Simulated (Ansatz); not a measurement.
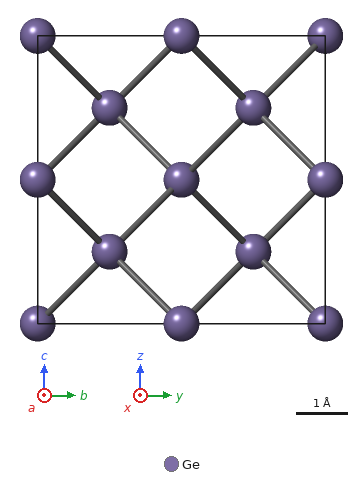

Crystalline Ge (Fd-3m): the cell is strained along y alone, with the atoms kept at their fractional coordinates. x, y and z are the Cartesian axes of the input. The picture shows the reference cell. Style: ball-and-stick. Shown: the conventional cell (4 times the calculation's cell), along the a axis. Lengths and directions refer to the drawn axes.

Level of theory: DFT LDA, scalar-relativistic, plane waves, PAW in Ansatz 0.2.0. (plane-wave cutoff 420 eV; k-point mesh 14 × 14 × 14; occupations gaussian; smearing width 0.15 eV; no spin polarisation). Energies (free energies at the smearing named) are counted from the cell as listed in its source, which wasn't relaxed.

Input
```yaml
crystal:
  lattice:
    - [0.0, 2.82877, 2.82877]
    - [2.82877, 0.0, 2.82877]
    - [2.82877, 2.82877, 0.0]
  atoms:
    - { symbol: Ge, position: [0.5, 0.5, 0.5] }
    - { symbol: Ge, position: [0.75, 0.75, 0.75] }
basis:
  ecutwfc: 420
kpoints:
  mp_grid: { grid: [14, 14, 14] }
hamiltonian:
  xc: lda
scf:
  occupations: { method: gaussian, width: 0.15 }
output:
  forces: true
  stress: true
  eigenvalues: true
```

Question: Predict the energy profile (the strain: −0.040, −0.030, −0.020, −0.010, 0.000, 0.010, 0.020, 0.030, 0.035, 0.040).

Answer:
```tsv
strain	ΔE (meV/atom)
−0.040	6.2
−0.030	2.0
−0.020	−0.3
−0.010	−1.0
0.000	0.0
0.010	2.6
0.020	6.7
0.030	12.4
0.035	15.8
0.040	19.5
```

The lowest computed point lies at the strain −0.01 (−1.0 meV/atom). The unrelaxed reference is under a pressure of −1.3 GPa, which tilts the curve. The distortion takes the space group from Fd-3m to I4_1/amd. At the strain −0.04 the cell of the drawing goes b 5.658 → 5.431 Å.
